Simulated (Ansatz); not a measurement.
**Run report: TiSi2, single-point calculation**

System: TiSi2 (Cmcm, 6 atoms in the cell).
Method: DFT PBEsol, scalar-relativistic, plane waves, PAW, no spin polarisation (Ansatz 0.2.0).

The structure derives from a Materials Project entry. Figures and captions count atoms from 1; the log counts them from 0 in places.

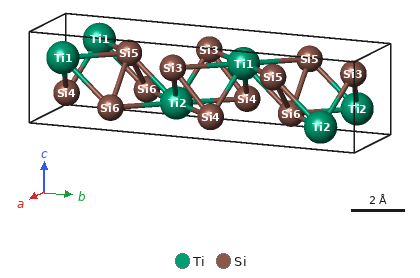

**Figure 1.** The input geometry (ball-and-stick view of the cell 2 times as large as that of the calculation, set on its symmetry axes, seen slightly off an axis; atoms are numbered from 1 in the order of the input). Near neighbours in the crystal (not all of them lie inside the picture): Ti has 10 Si at 2.58 to 2.81 Å; Si has 2 Si at 2.38 Å and 6 Ti at 2.58 to 2.81 Å; Si has 4 Si at 2.51 Å and 4 Ti at 2.66 to 2.67 Å.

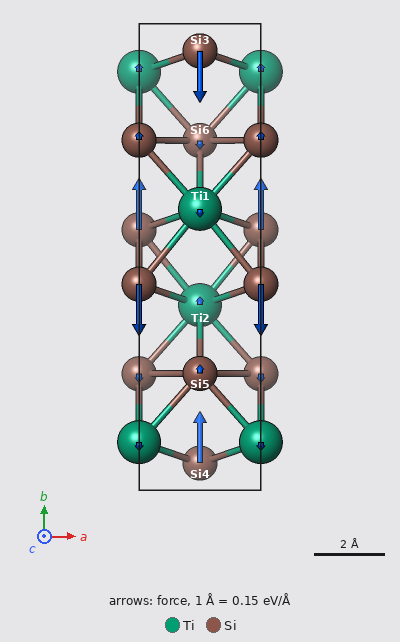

**Figure 2.** Forces on the atoms as blue arrows (ball-and-stick view of the cell 2 times as large as that of the calculation, set on its symmetry axes, along the c axis; atoms are numbered from 1 in the order of the input). The largest act on Si3, Si4 (0.23 eV/Å). The geometry is not a stationary point of this energy.

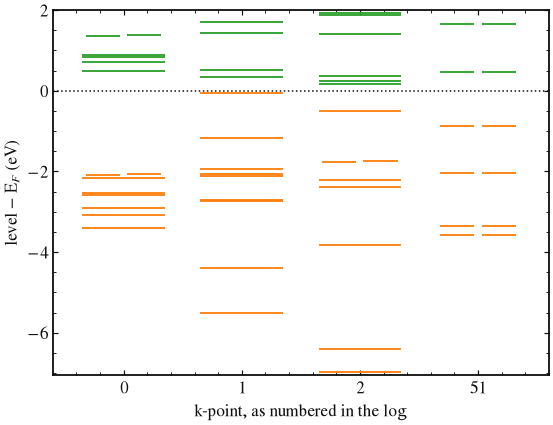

**Figure 3.** Kohn–Sham levels near the Fermi level (dotted) at the few k-points that the log prints; levels within 0.02 eV of each other stand side by side. The system is metallic on the full mesh.

These pictures come from the run below.

### The input
```yaml
crystal:
  lattice:
    - [1.765105025, -6.759281535, 0.0]
    - [1.765105025, 6.759281535, 0.0]
    - [0.0, 0.0, 3.56517397]
  atoms:
    - { symbol: Ti, position: [0.89688192, 0.10311808, 0.75] }
    - { symbol: Ti, position: [0.10311808, 0.89688192, 0.25] }
    - { symbol: Si, position: [0.55825145, 0.44174855, 0.75] }
    - { symbol: Si, position: [0.44174855, 0.55825145, 0.25] }
    - { symbol: Si, position: [0.24968518, 0.75031482, 0.75] }
    - { symbol: Si, position: [0.75031482, 0.24968518, 0.25] }
basis:
  ecutwfc: 420
kpoints:
  mp_grid: { grid: [6, 6, 6] }
hamiltonian:
  xc: pbesol
scf:
  occupations: { method: gaussian, width: 0.1 }
output:
  forces: true
  stress: true
  eigenvalues: true
```

Launch command:
```bash
ansatz run input.yaml --threads 1 --pin off --max-ram 2560MiB --backend cpu --events-out ev --progress --plain --runs-dir out
```

### Output
```
Engine: ansatz 0.2.0, x86_64-unknown-linux-gnu
Pseudopotentials: kind: paw
Pseudopotential: Ti, paw, valence charge 12, recommended cutoff 420 eV (normal), Ti.paw.azcp
Pseudopotential: Si, paw, valence charge 4, recommended cutoff 420 eV (normal), Si.paw.azcp
Functional definition: PBEsol
  exchange = pbesol_x
  correlation = pbesol_c
Crystal: 6 atoms, lattice volume = 85.071 Å³
Basis set: ecut = 420 eV, 1669 PW (Γ), exchange–correlation on 96×96×48 points (8 copies of the dense FFT grid, shifted against one another)
Bands: 26, of which v1, the nominal top of the filled ones, is band 20 counted from 1 (19 counted from 0)
Symmetry: 8 space group operations
Space group: Cmcm (ITA 63), of the structure as read, at distance tolerance 4.4e-5 Å
k-points: 52 of 216
Non-local potential: Ti, projectors of the file, l = 0: 3, l = 1: 2, l = 2: 3, l = 3: 1
Non-local potential: Si, projectors of the file, l = 0: 2, l = 1: 2, l = 2: 2
PAW form: soft (Blöchl's): semilocal exchange-correlation on the pseudo side does not see the compensation charge
PAW frozen core: Ti, regenerated for the run's functional, and the local potential with it (the file was generated under x = pbe(κ = 0.804, μ = 0.2195149727645171), c = pbe(β = 0.06672455060314922))
PAW frozen core: Si, regenerated for the run's functional, and the local potential with it (the file was generated under x = pbe(κ = 0.804, μ = 0.2195149727645171), c = pbe(β = 0.06672455060314922))
PAW one-centre angular grid: Ti, 590 points (default); XC on 64 Gauss nodes
PAW one-centre angular grid: Si, 110 points (default); XC on 64 Gauss nodes
Initial density: superposition of atomic densities (neutral atoms: chi_scale 0, normalization atom), corrected by the library's trained network
Initial wavefunctions: pseudopotential atomic-orbital guess
Functional: x = pbesol(κ = 0.804, μ = 0.12345679012345678), c = pbesol(β = 0.046)
SCF iter   1: F=—  HF=-7437.788974 eV  |F-HF|=—  |Δ(HF+E_count)|=         —  Δρ=5.24e-3  dr2=4.25e-2  ethr=1.77e-3  ⟨swp⟩=6.2  Hψ=6732  notcnv=0
preconditioner: auto → Kerker (q_TF=auto, 2.406 Å⁻¹)  [metal: Δε(μ)=0.030 eV  Ē_g=6.420 eV  σ=0.100 eV  W_gap=0.17  n_scr=18 (ndim 8)  ℏωp=19.7 eV  f_vac=0.000  D(μ)=1.97/eV (n_scr^D=14)]
SCF iter   2: F=—  HF=-7437.783628 eV  |F-HF|=—  |Δ(HF+E_count)|=   5.35e-3  Δρ=2.74e-3  dr2=1.22e-2  ethr=1.06e-4  ⟨swp⟩=1.1  Hψ=1771  notcnv=0
SCF iter   3: F=—  HF=-7437.781590 eV  |F-HF|=—  |Δ(HF+E_count)|=   2.04e-3  Δρ=3.79e-4  dr2=4.15e-4  ethr=3.04e-5  ⟨swp⟩=2.4  Hψ=1755  notcnv=0
SCF iter   4: F=—  HF=-7437.781518 eV  |F-HF|=—  |Δ(HF+E_count)|=   7.24e-5  Δρ=1.27e-4  dr2=2.59e-5  ethr=1.04e-6  ⟨swp⟩=2.1  Hψ=1658  notcnv=0
SCF iter   5: F=—  HF=-7437.781583 eV  |F-HF|=—  |Δ(HF+E_count)|=   6.46e-5  Δρ=3.23e-5  dr2=1.66e-6  ethr=6.47e-8  ⟨swp⟩=2.1  Hψ=1718  notcnv=0
SCF iter   6: F=-7437.781582 eV  HF=-7437.781582 eV  |F-HF|=3.46e-8  |Δ(HF+E_count)|=   2.13e-7  Δρ=7.28e-6  dr2=6.02e-8  ethr=2.50e-10  ⟨swp⟩=7.2  Hψ=6480  notcnv=0
SCF 1 converged in 6 iterations: F = -7437.781582 eV  dr2 = 6.02e-8
  greatest PAW one-centre occupation: 0.999 electrons in one spin orbital (limit 2), on the Ti atom at site 1 (counted from 0), in its partial waves of l = 0
SCF converged after 6 iterations
Free energy (F): -7437.781582 eV
Harris-Foulkes:  -7437.781582 eV  (|F-HF|=3.46e-8)
Internal energy: -7437.771580 eV  (E = F + TS)
E sigma→0 (E₀):  -7437.776581 eV
Entropy (-TS):   -0.010003 eV (-1.667 meV/atom)
Fermi energy:    12.872292 eV
--- Per-component energies (eV) ---
  E_band       = -224.407188
  E_kinetic    = 720.200450
  E_local      = -2071.945590  (includes V_loc(G=0)·N_el)
  E_nonlocal   = 121.518566
  E_hartree    = 899.628710
  E_xc         = -420.319996
  E_vxc        = -441.164538  (∫ρ·V_xc dr)
  E_paw        = -4041.441053  (= ΣΔE_a)
  E_vpaw       = -352.271748  (= ΣTr[D̂ρ^β])
  E_aug_tail   = 0.000267  (compensation charges beyond the density's cutoff)
  E_ewald      = -2645.817945
  E_core_change = 0.405011  (= ΣΔE_core)
  E_smearing   = -0.010003  (= −TS)
  E_closure    = -0.000000  (closes the sum)
  Σ components = -7437.781582   (vs F -7437.781582, Δ=0.00e0)
--- Forces (eV/Å), atoms counted from 1 ---
  atom   1  Ti     0.00000000    -0.03897867     0.00000000
  atom   2  Ti     0.00000000     0.03897867     0.00000000
  atom   3  Si     0.00000000    -0.22861065     0.00000000
  atom   4  Si     0.00000000     0.22861065     0.00000000
  atom   5  Si     0.00000000     0.04046885     0.00000000
  atom   6  Si     0.00000000    -0.04046885     0.00000000
  max |Σ_I F_I| component: 6.94e-18 eV/Å
--- Stress (GPa, compression-positive) ---
       -2.083147       0.000000       0.000000
        0.000000      -2.440627       0.000000
        0.000000       0.000000      -1.920793
  P = ⅓ Tr σ = -2.1482 GPa (-21.482 kbar)
--- Band table (eV; the first three rows and the last of 52) ---
  k-point 0: bands = ["-43.6765", "-43.6669", "-20.1439", "-20.1017", "-20.0888", "-20.0885", "-20.0618", "-20.0537", "-0.2046", "2.0131", "4.3379", "9.4646", "9.7898", "9.9698", "10.2913", "10.3263", "10.7000", "10.7900", "10.8074", "13.3540", "13.5906", "13.7094", "13.7678", "14.2283", "14.2440", "14.9883"]
  k-point 1: bands = ["-43.6749", "-43.6666", "-20.1398", "-20.1078", "-20.0994", "-20.0879", "-20.0762", "-20.0533", "0.1244", "2.2903", "4.6239", "7.3584", "8.4693", "10.1450", "10.1737", "10.7600", "10.8089", "10.9244", "11.7043", "12.8146", "13.2257", "13.3891", "14.2968", "14.5846", "14.9747", "15.0081"]
  k-point 2: bands = ["-43.6713", "-43.6665", "-20.1428", "-20.1405", "-20.0940", "-20.0906", "-20.0874", "-20.0609", "1.0890", "3.1146", "4.4958", "5.9043", "6.4571", "9.0384", "10.4872", "10.6549", "11.1173", "11.1275", "12.3782", "13.0434", "13.1054", "13.2288", "14.2839", "14.7487", "14.7946", "14.9342"]
  k-point 51: bands = ["-43.6679", "-43.6679", "-20.1570", "-20.1570", "-20.0892", "-20.0892", "-20.0747", "-20.0747", "3.0262", "3.0262", "3.6129", "3.6129", "9.2843", "9.2843", "9.5225", "9.5225", "10.8441", "10.8441", "12.0014", "12.0014", "13.3455", "13.3455", "14.5409", "14.5409", "15.3001", "15.3001"]
```

### Key numbers

```tsv
quantity	value
outcome	converged
space group (tolerance 0.01 Å)	Cmcm (63)
electrons treated	40
free energy	−7437.7816 eV
Fermi energy	12.872 eV
gap on the k-point mesh	none (metallic)
pressure	−2.15 GPa
largest force (length of the vector)	0.229 eV/Å
hardware	1 thread of AMD EPYC (Zen 3), 32 GiB of memory available, shared host
wall time	4.9 s
peak memory	0.46 GiB
```
